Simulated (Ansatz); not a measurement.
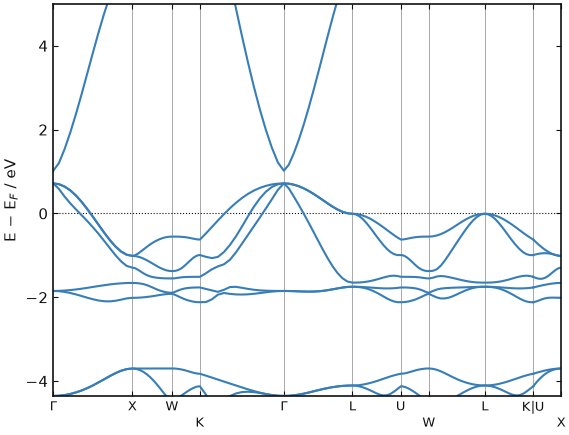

Band structure. Energies are counted from the Fermi level.

> Which Bravais lattice do the labels of the path belong to?

A face-centred cubic lattice: the path Γ–X–W–K–Γ–L–U–W–L–K|U–X runs through the special points of its Brillouin zone.

Structure: zincblende CuO, space group F-43m (No. 216), 2 atoms in the primitive cell; cubic a = 4.655 Å.

Method: BLYP, Ansatz PAW, no spin polarisation, no spin-orbit coupling, 6×6×6 k mesh, 420 eV cutoff, Fermi-Dirac smearing of 0.05 eV (Ansatz).

> Does this material conduct, going by its bands?

A metal: 3 bands cross the Fermi level along this path.

The k mesh is coarse (spacing up to 0.39 Å⁻¹), so the values aren't converged. An odd number of electrons without spin polarisation forces a metal; a magnetic or distorted state may lie lower. The run has no spin polarisation, though such a crystal can be magnetic. Semilocal functionals often make such compounds metallic where correlation or magnetic order opens a gap, which also shifts bond lengths. The PAW data sets were made with another functional. The cell is at −5 GPa in this functional. The usual form of CuO is monoclinic. The cell was built from a pattern and not relaxed, so its bond lengths can be off.
